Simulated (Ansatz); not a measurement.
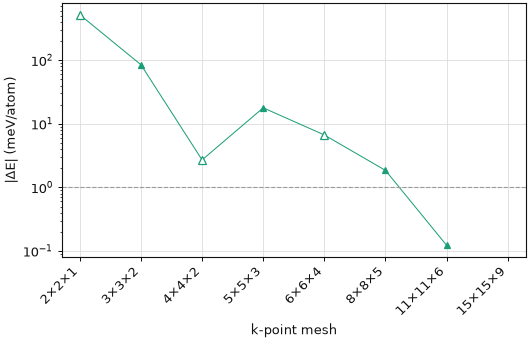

One cell, run at 8 values of the k-point mesh.
Lu (P6_3/mmc, 2 atoms in the cell); DFT, r2SCAN, plane waves (500 eV) with PAW, scalar-relativistic (Ansatz); Fermi–Dirac smearing of 0.1 eV.
ΔE is the free energy less its value at the densest setting, 15×15×9.
Dashed lines or grey bands mark the tolerance: 1 meV/atom.
On logarithmic panels, open markers lie below the reference value and filled ones above.

From which setting is the free energy converged to 1 meV/atom?

Answer. The free energy is within 1 meV/atom of the densest setting's value from 11×11×6 on. It is off by 520 meV/atom at 2×2×1, 18 meV/atom at 5×5×3 and 1.8 meV/atom at 8×8×5 (on both sides of it).
